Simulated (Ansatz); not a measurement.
```
Te
1.0
     4.45400    0.00000    0.00000
    -2.22700    3.85728    0.00000
     0.00000    0.00000    5.92400
Te
3
Cartesian
  1.1879 0.0000 1.9746
  -0.5939 1.0287 3.9494
  1.6331 2.8285 0.0000
```

Space group P3₁21; the program warned that the cutoff is below the recommended one.

Theory: Ansatz 0.2.0, DFT r2SCAN+rVV10, scalar-relativistic, plane waves, PAW.

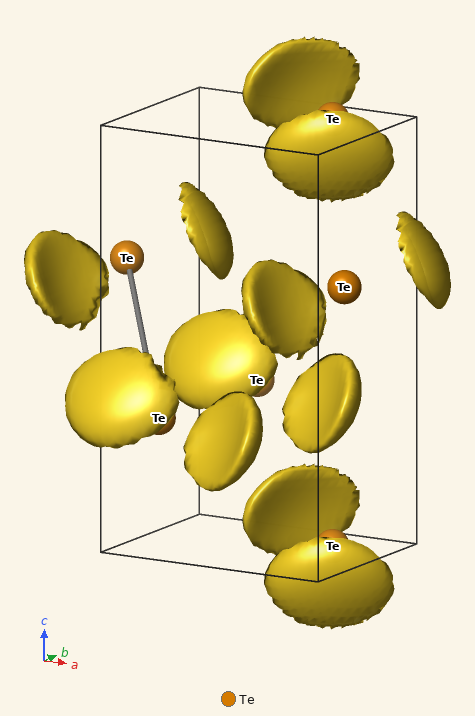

Te. Isosurface of the ELF at 0.7 (yellow), seen slightly off an axis. Core shells and regions of very low density are left out. Sticks mark near contacts.

What do the ELF domains correspond to?

Answer. The surface consists of six regions wrapped around Te (the valence shell of each), counted in one cell of 3 atoms. Regions shared between cells count once.

Values along the shortest contacts:
Te–Te (2.85 Å): the ELF peaks at about 0.65 between the atoms.

Does the calculation give a band gap?

Answer. It is gapped, with a Kohn–Sham gap of 0.35 eV on the k-point mesh (the band edges may lie off the mesh, which would make the gap smaller).
